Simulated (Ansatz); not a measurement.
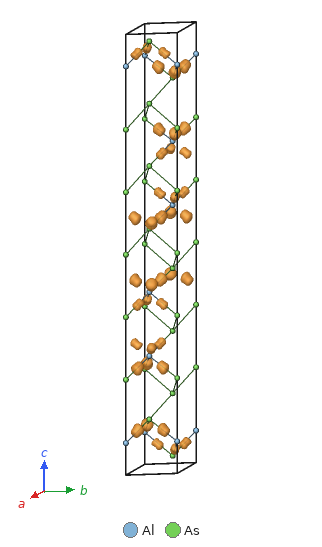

*Al2As5. Isosurface of the ELF at 0.7 (orange), seen slightly off an axis. Only the valence region is drawn (cores and ρ < 0.01 e/Å³ removed). Sticks mark near contacts.*

Space group R-3m; a generated structure, not necessarily the stable one; computed without spin polarisation.

Computed with DFT PBE, scalar-relativistic, plane waves, PAW (Ansatz).

In a PAW calculation such maps are meaningful between the atoms, not at the nuclei.

**Where are the electrons localised?**

At this value the surface marks out 36 regions between bonded Al–As atoms, counted in one cell of 21 atoms. Regions shared between cells count once. Profiles from the grid: Al–As (2.64 Å): the ELF peaks at about 0.80 between the atoms. As–As (2.74 Å): the ELF peaks at about 0.65 between the atoms.

**Does the calculation make it a metal, or give it a gap?**

It is gapless in this calculation (a metal or semimetal).
